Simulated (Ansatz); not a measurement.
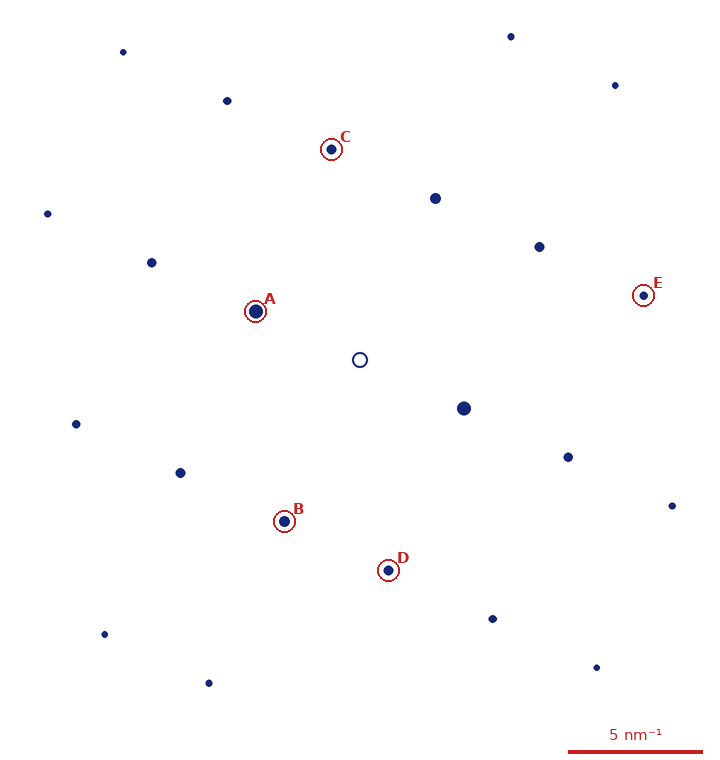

Computed electron diffraction pattern, 200 kV, single scattering only, B = 0.5 Å². The zone axis points towards the electron source and the pattern is seen from the source side.

Crystal: Ge, space group P6_3/mmc (No. 194), a = 2.99 Å, c = 4.64 Å (hexagonal axes). Structure: the input geometry of an electronic-structure calculation (not necessarily at equilibrium); the starting structure was generated, so it need not be a known form of this composition.

Spot A is indexed 0 0 -2 and spot B -1 2 0.

### Index the other marked spots.

C = A − B = 1 -2 -2 (d = 1.256 Å). D = −A + B = -1 2 2 (d = 1.256 Å). E = −2A − B = 1 -2 4 (d = 0.916 Å).

### Find the zone axis.

The cross product of A and B is parallel to [210]; every spot obeys hu + kv + lw = 0.

### What are the spacings of A and B and the angle between them?

d(A) = 2.320 Å, d(B) = 1.494 Å, and the angle is 90.0°.
